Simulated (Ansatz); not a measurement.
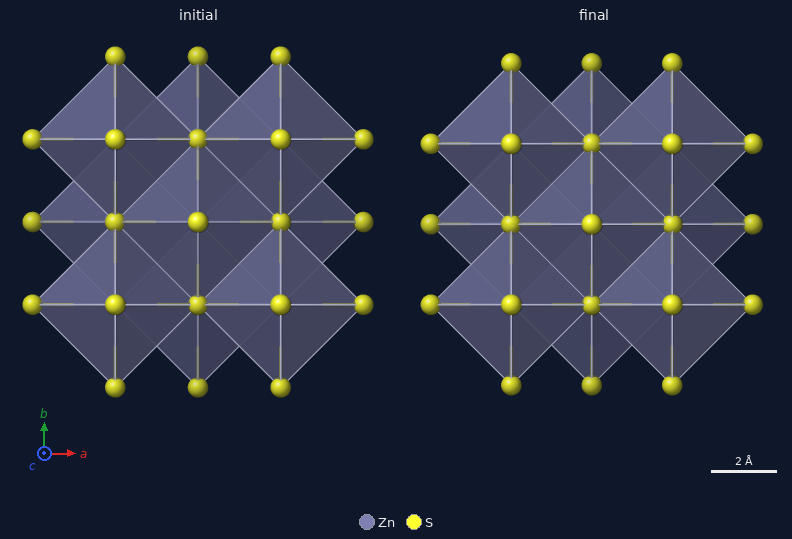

The structure of a crystal of ZnS (built on the rocksalt type) before (left) and after (right) a relaxation, at one scale.

The picture is a polyhedral view of the conventional cell (4 times the calculation's cell), seen along the c axis. Lengths and directions refer to the drawn axes.

The calculation used Ansatz, DFT, LDA, plane waves, PAW. Set-up: plane-wave cutoff 420 eV; k-point mesh 8 × 8 × 8; occupations fermi dirac; smearing width 0.02 eV; no spin polarisation; cell and atoms relaxed; force threshold 0.005 eV/Å.

Summarise the run.

Answer. After 3 accepted moves (4 points after the start) the energy has fallen by 32.0 meV per atom. All forces vanish by symmetry, so only the cell relaxes. The pressure goes from −7.32 to −0.02 GPa. The SCF was repeated once at an unchanged geometry on a basis and grid sized afresh for the cell, which shifted the energy by 0.4 meV per atom at most. The atoms keep their places relative to the cell (all moves are under 0.005 Å). The volume changes by −7.8 %, with a = b = c 5.104 → 4.967 Å (−2.7 %). Some distances before and after: S–Zn 2.552 → 2.484 Å. The space group stays Fm-3m (No. 225). The run took about 3 core-seconds on a shared host.
